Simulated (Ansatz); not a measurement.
```yaml
crystal:
  lattice:
    - [3.98500, 0.00000, 0.00000]
    - [0.00000, 3.98500, 0.00000]
    - [0.00000, 0.00000, 3.98500]
  atoms:
    - { symbol: Ga, position: [0.50000, 0.00000, 0.00000] }
    - { symbol: Ga, position: [0.00000, 0.50000, 0.00000] }
    - { symbol: Ga, position: [0.00000, 0.00000, 0.50000] }
    - { symbol: Ga, position: [0.50000, 0.50000, 0.50000] }
    - { symbol: N, position: [0.00000, 0.00000, 0.00000] }
    - { symbol: N, position: [0.50000, 0.50000, 0.00000] }
    - { symbol: N, position: [0.50000, 0.00000, 0.50000] }
    - { symbol: N, position: [0.00000, 0.50000, 0.50000] }
```

Space group Fm-3m; computed pressure about 50 GPa in this cell.

The calculation used Ansatz, DFT, LDA, plane-wave PAW, default files, scalar-relativistic.

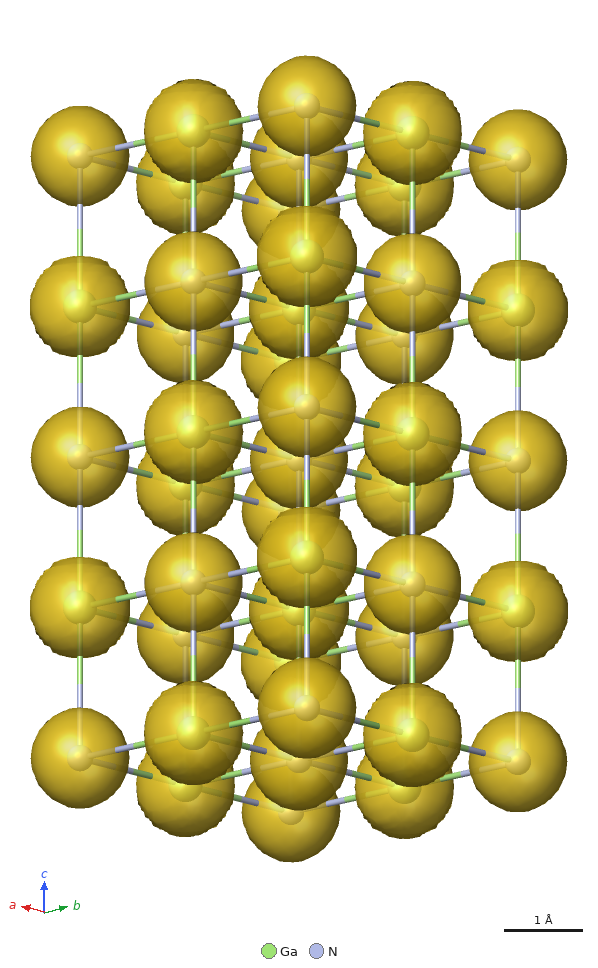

GaN. Isosurface of the valence charge density (pseudo) at 1.5 e/Å³ (yellow), seen at an oblique angle. Sticks mark near contacts.

Question: Which contacts does the surface bridge?

Answer: At this value the density breaks into separate islands; it holds about 60 % of the electrons treated as valence (semicore included). It bridges none of the near contacts. It is pinched off along the shortest Ga–N (1.99 Å) contacts. On the grid the lowest density along these lines, outside the cores, is 0.65 e/Å³ (Ga–N, 1.99 Å).

Question: Does the calculation give a band gap?

Answer: It is gapped, with a Kohn–Sham gap of 1.7 eV on the k-point mesh, an upper bound to the gap of this method.
